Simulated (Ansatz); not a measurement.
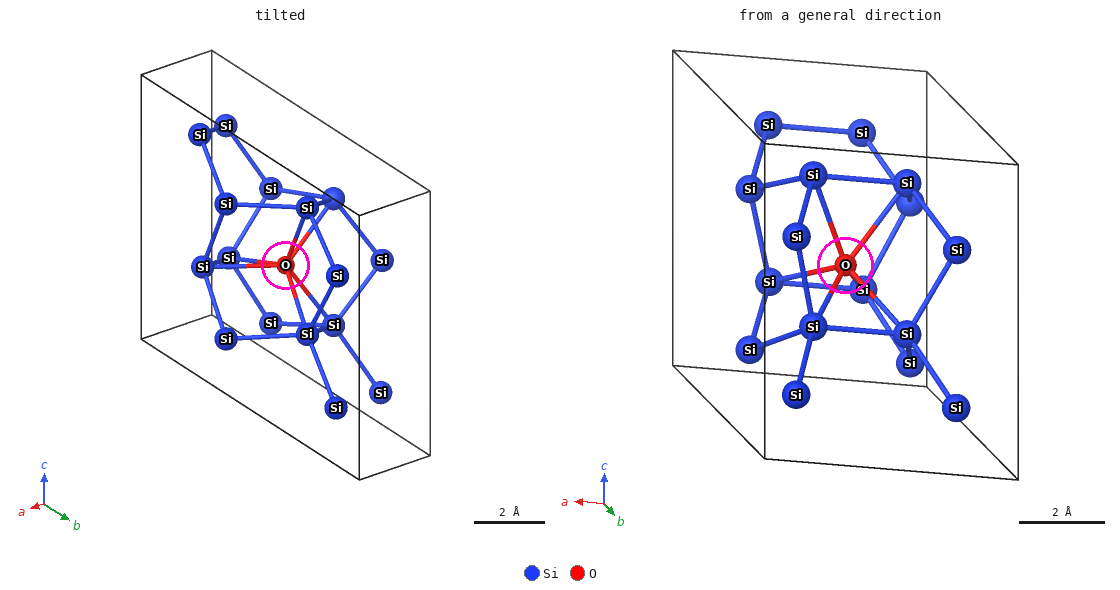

Drawn in the ball-and-stick manner and seen slightly off an axis and from a general direction. The lines enclose the supercell; boundary atoms appear with their images. The host is Si, in a cell of 16 sites, and the cell carries a charge of +1. A ring marks the defect's site.

**Which defect is modelled here, and what are its neighbours?**

An interstitial oxygen atom. It is bonded to six Si at about 2.4 Å.

Theory: DFT PBE, scalar-relativistic, plane waves, PAW (Ansatz 0.2.0). Numerical settings: an energy cutoff of 420 eV, 3×3×3 k-points, Gaussian smearing of 0.02 eV, collinear spins.

**Does the defective cell carry a moment?**

Yes, 0.5 μB in the cell.

The atoms were relaxed in the host's cell with DFT PBE, scalar-relativistic, plane waves, PAW in Ansatz 0.2.0.
